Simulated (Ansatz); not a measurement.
A series of calculations on FeSi16 and related structures

### Relaxation

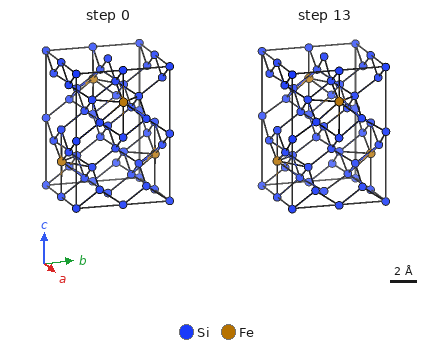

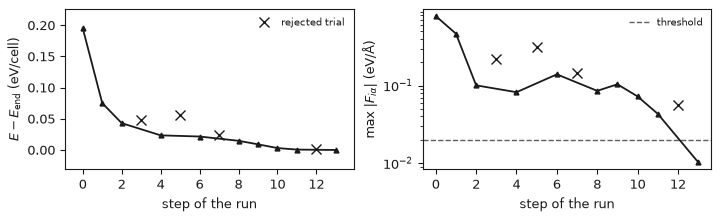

First and last geometry of a relaxation of a defect cell of composition FeSi16 (cell charge +1), with the history of the run. Style: ball-and-stick. Shown: the conventional cell (2 times the calculation's cell) (origin shifted), slightly off an axis. Lengths and directions refer to the drawn axes.

Case: Fe interstitial, charge +1, atoms relaxed.

These are results of Ansatz, DFT r2SCAN, scalar-relativistic, plane waves, PAW, not measurements. Set-up: plane-wave cutoff 500 eV; k-point mesh 2 × 2 × 2; occupations gaussian; smearing width 0.02 eV; collinear spin; atoms relaxed in a fixed cell; force threshold 0.02 eV/Å; at most 60 steps.

Read the history and describe the run.

Answer. It converged. Over 9 accepted moves (13 points after the start) the energy falls by 0.195 eV per cell of the calculation. The largest force component goes from 0.79 to 0.01 eV/Å. The line search rejected the trial steps at points 3, 5, 7, 12 of the run. The atom that moves furthest is a Si atom (0.18 Å along [1 0 3]). Largest moves by element: Si 0.18 Å, Fe 0.05 Å. The lattice vectors keep their values. Near-neighbour distances that change, for instance: Fe–Si 2.258 → 2.394 Å, Si–Si 2.357 → 2.457 Å, Fe–Si 2.587 → 2.489 Å, Fe–Si 2.857 → 2.953 Å. Among the angles between lasting bonds that change: Si–Si–Si 109.5° → 99.0°, Si–Si–Fe 176.8° → 168.1°, Si–Si–Fe 177.5° → 170.7°.

```csv
step,"E − E(0), meV/atom","largest force component, eV/Å",note
0,0.00,0.7863,
1,-7.06,0.4662,
2,-8.95,0.1006,
3,-8.65,0.2188,rejected
4,-10.11,0.0821,
5,-8.19,0.3179,rejected
6,-10.22,0.1395,
7,-10.04,0.1473,rejected
8,-10.62,0.0855,
9,-10.95,0.1039,
10,-11.31,0.0724,
11,-11.45,0.0432,
12,-11.42,0.0565,rejected
13,-11.49,0.0103,
```

Limits of the set-up: the periodic images lie only 7.7 Å apart, so the values are limited by the cell's size; the cell is charged, on a uniform background, and energies carry no finite-size correction.

### Relaxation

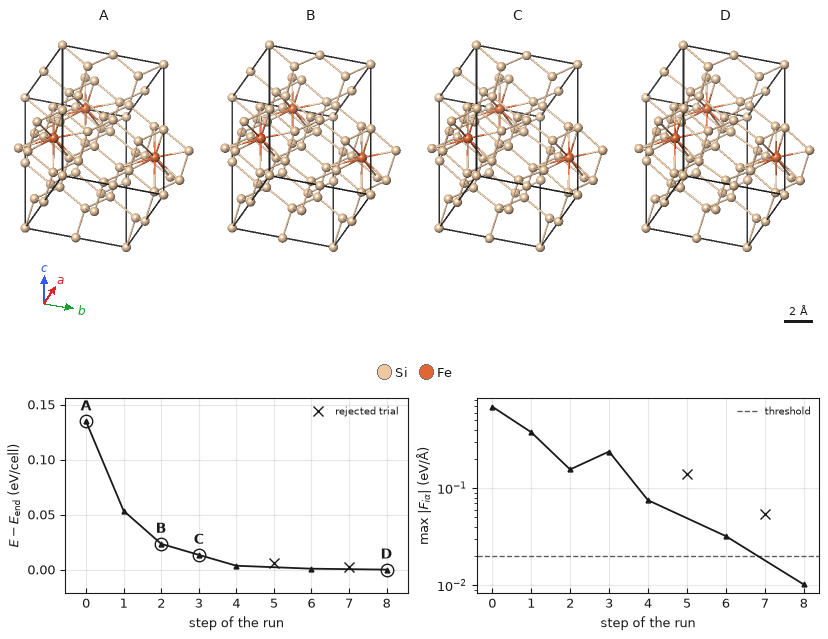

Frames of a relaxation of a defect cell of composition FeSi16 (cell charge +1), marked on the history of the run. The picture is a ball-and-stick view of the conventional cell (2 times the calculation's cell) (origin shifted), seen from a free direction. Lengths and directions refer to the drawn axes.

Case: Fe interstitial, charge +1, atoms relaxed.

All numbers below come from DFT PBE, scalar-relativistic, plane waves, PAW in Ansatz 0.2.0. (plane-wave cutoff 420 eV; k-point mesh 2 × 2 × 2; occupations gaussian; smearing width 0.02 eV; collinear spin; atoms relaxed in a fixed cell; force threshold 0.02 eV/Å; at most 60 steps)

### Describe the path.

The atom that moves furthest is a Si atom (0.15 Å roughly along [2 0 1]). By element the largest moves are Si 0.15 Å, Fe 0.08 Å. The cell stays as it was. Among the contacts that change: Fe–Si 2.270 → 2.387 Å, Fe–Si 2.776 → 2.887 Å, Fe–Si 2.741 → 2.820 Å, Fe–Si 2.317 → 2.392 Å. Among the angles between lasting bonds that change: Si–Si–Fe 177.0° → 171.2°, Si–Si–Si 109.5° → 104.3°, Si–Si–Si 109.5° → 114.2°. Over 6 accepted moves (8 points after the start) the energy falls by 0.135 eV per cell of the calculation. Largest force component: 0.69 eV/Å at the start, 0.01 eV/Å at the end. The line search rejected the trial steps at points 5, 7 of the run. The run took 45 s on 8 threads of Intel(R) Xeon(R) Platinum 8259CL CPU @ 2.50GHz (Skylake/Cascade Lake), on a shared host, peak memory 1.3 GiB. From step 0 to 2: a Si atom moves most (0.08 Å), energy −0.111 eV per cell of the calculation. From step 2 to 3: a Si atom moves most (0.09 Å), energy −10.0 meV per cell of the calculation. From step 3 to 8: a Si atom moves most (0.05 Å), energy −13.4 meV per cell of the calculation.

```csv
step,"E − E(0), meV/atom","largest force component, eV/Å",note
0,0.00,0.6905,
1,-4.78,0.3769,
2,-6.54,0.1559,
3,-7.13,0.2383,
4,-7.71,0.0752,
5,-7.57,0.1399,rejected
6,-7.87,0.0321,
7,-7.80,0.0537,rejected
8,-7.92,0.0102,
```

Limits of the set-up: the k-point mesh is coarse for a cell with partly filled bands; the periodic images lie only 7.7 Å apart, so the values are limited by the cell's size; the cell is charged, on a uniform background, and energies carry no finite-size correction.

### Path

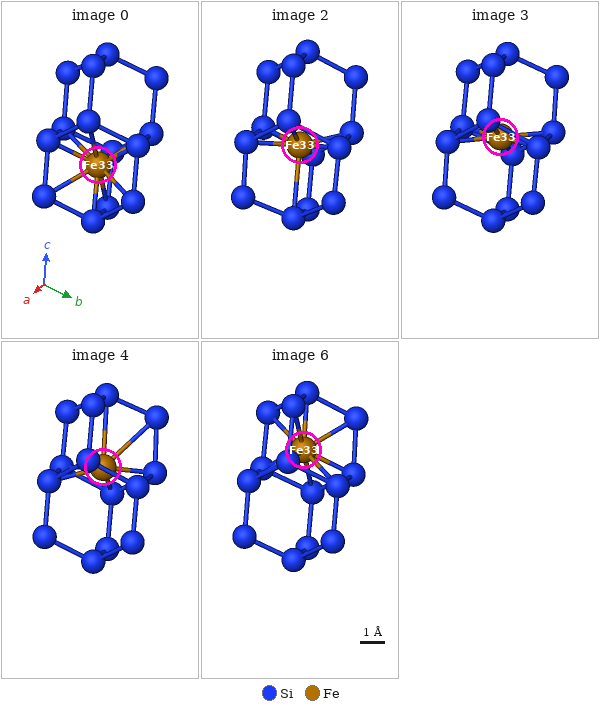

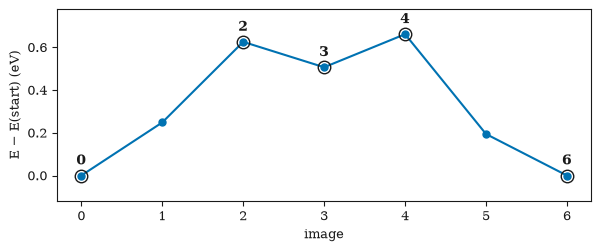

A search for the minimum-energy path of a defect cell of composition FeSi$_{32}$ (cell charge +1) (33 atoms in the cell) by the nudged elastic band. Images are numbered from 0 (start) to 6 (end). A ball-and-stick model of the atoms within 4.2 Å of the middle of the path, seen slightly off an axis. The moving atom is ringed, with any periodic copies. Bonds to atoms that aren't drawn are left out.

Computed with Ansatz 0.2.0, DFT LDA, scalar-relativistic, plane waves, PAW. Run with plane-wave cutoff 420 eV; k-point mesh 2 × 2 × 2; Gaussian smearing 0.02 eV; spin collinear; 5 movable images; climbing image.

Describe the mechanism and the energy profile.

The two ends have the same energy, and the highest point, image 4, lies 0.66 eV above the start. The profile has 2 maxima (images 2, 4) with a dip at image 3 (+0.51 eV), so the process runs in steps. The path has more than one stage, and so few images may leave a stage unresolved. The Fe atom travels furthest, 2.32 Å from end to end, along +c, on a straight line. At the highest image its nearest neighbour (Si) is 2.26 Å away, against 2.38 Å at the start, and the surrounding atoms stand up to 0.12 Å off the mean of their end positions. The band converged in 8 iterations. The largest component of the band force went from 1.3 to 0.021 eV/Å. The climbing image converged on the top of the path. Its curvatures weren't checked.

Limits of the set-up: the cell is charged, on a uniform background, and energies carry no finite-size correction.

Cost: 3.2 min on 8 threads of AMD EPYC 9R45 96-Core Processor (Zen 5) (shared host), peak memory 5.4 GiB.
